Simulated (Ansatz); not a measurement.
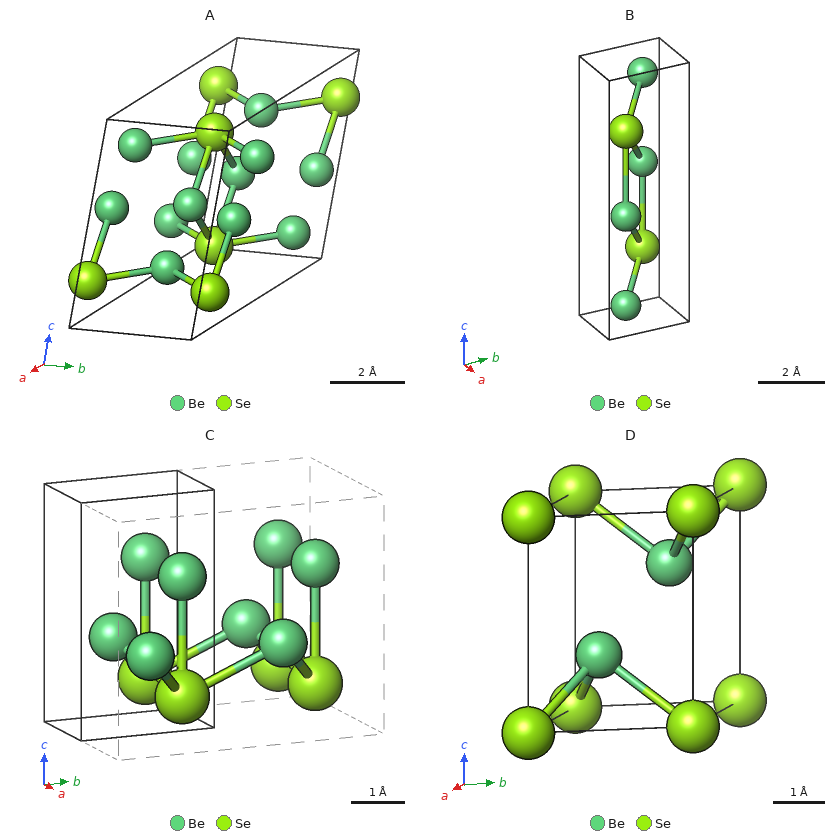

Four structures of Be2Se, each relaxed to rest (conventional cells in solid outline, small ones repeated, each panel with its own scale). Method: Ansatz, DFT PBE, scalar-relativistic, plane waves, PAW, without spin polarisation.

**Give the type and space group of each panel.**

A: 12 atoms a cell on a base-centred monoclinic lattice, C2/m; B: 6 atoms a cell on a primitive hexagonal lattice, P6_3/mmc; C: 3 atoms a cell on a primitive hexagonal lattice, P3m1; D: 3 atoms a cell on a primitive hexagonal lattice, P-3m1.

**Rank them by energy, lowest first.**

A, then C (+253 meV/atom), D (+416 meV/atom) and B (+477 meV/atom), energies at zero smearing.

**Collect the results in a table.**

| panel | structure | E − E(lowest) (meV/atom) | volume (Å³/atom) | gap (eV) |
| --- | --- | --- | --- | --- |
| A | C2/m | 0 | 15.0 | metal |
| C | P3m1 | 253 | 15.3 | metal |
| D | P-3m1 | 416 | 14.0 | metal |
| B | P6_3/mmc | 477 | 13.9 | metal |

Some of these may be structure types tried for this composition rather than known phases, and the most stable form need not be among them. Gaps are taken on the k-mesh or band path of each run.
